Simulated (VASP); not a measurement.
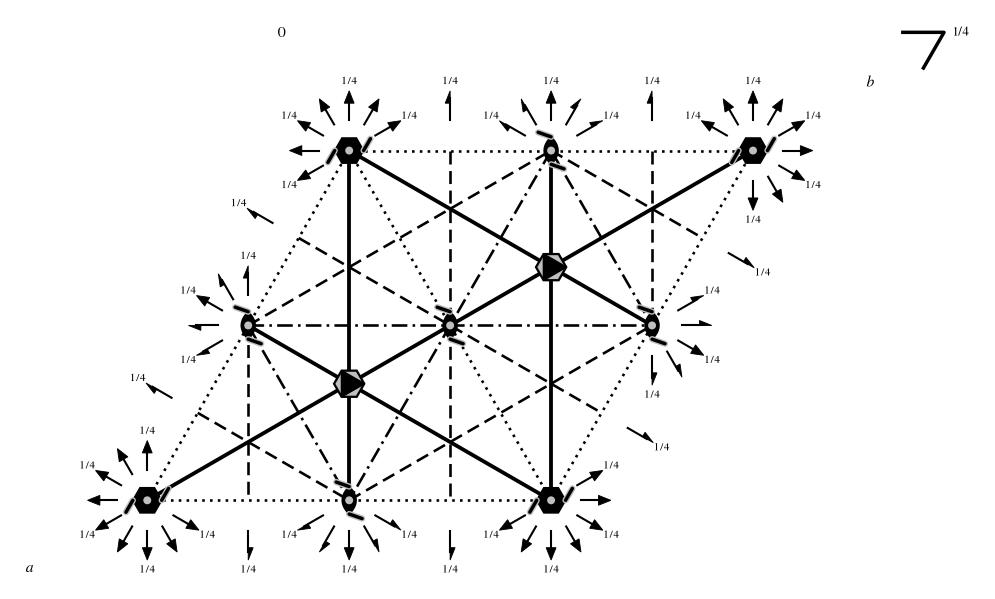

Symmetry elements of a space group, projected down c, computed from the operations of a computed or model structure of composition WS2.

Graphical symbols as in the International Tables (origin upper left, heights as fractions; handed screw axes are marked by their printed symbols).

Question: Identify the space group.

Answer: P6_3/mmc, No. 194; primitive hexagonal, point group 6/mmm, 24 general positions a cell.

Question: List the elements shown.

Answer: −6 axes along c at (1/3, 2/3), (2/3, 1/3); 6₃ axes along c at (0, 0); 2₁ axes along c at (0, 1/2), (1/2, 0), (1/2, 1/2); inversion centres at (0, 0), (0, 1/2), (1/2, 0), (1/2, 1/2); mirror planes holding c and [1 2 0] or [2 1 0] or [−1 1 0]; in-plane glide planes holding c and [1 2 0] or [2 1 0] or [−1 1 0]; c glide planes normal to a*, at x = 0; n glide planes normal to a*, at x = 1/2; c glide planes normal to b*, at y = 0; n glide planes normal to b*, at y = 1/2; c glide planes holding c and [1 1 0]; diagonal glide planes holding c and [1 1 0]; a mirror plane normal to c at height 1/4; 2 axes along [1 1 0] at height 0; 2 axes along [1 2 0] at height 1/4; 2 axes along [2 1 0] at height 1/4; 2 axes along [−1 1 0] at height 1/4; 2 axes along a at height 0; 2 axes along b at height 0; 2₁ axes along [1 1 0] at height 0; 2₁ axes along [1 2 0] at height 1/4; 2₁ axes along [2 1 0] at height 1/4; 2₁ axes along [−1 1 0] at height 1/4; 2₁ axes along a at height 0; 2₁ axes along b at height 0. Heights repeat every half period; positions are (a, b) fractions, modulo 1.

Question: Write the general positions (in any order).

Answer: x, y, z
−x, −y, −z
x−y, x, z+1/2
−x+y, −x, −z+1/2
−y, x−y, z
y, −x+y, −z
−x, −y, z+1/2
x, y, −z+1/2
−x+y, −x, z
x−y, x, −z
y, −x+y, z+1/2
−y, x−y, −z+1/2
−y, −x, −z+1/2
y, x, z+1/2
−x, −x+y, −z
x, x−y, z
−x+y, y, −z+1/2
x−y, −y, z+1/2
y, x, −z
−y, −x, z
x, x−y, −z+1/2
−x, −x+y, z+1/2
x−y, −y, −z
−x+y, y, z
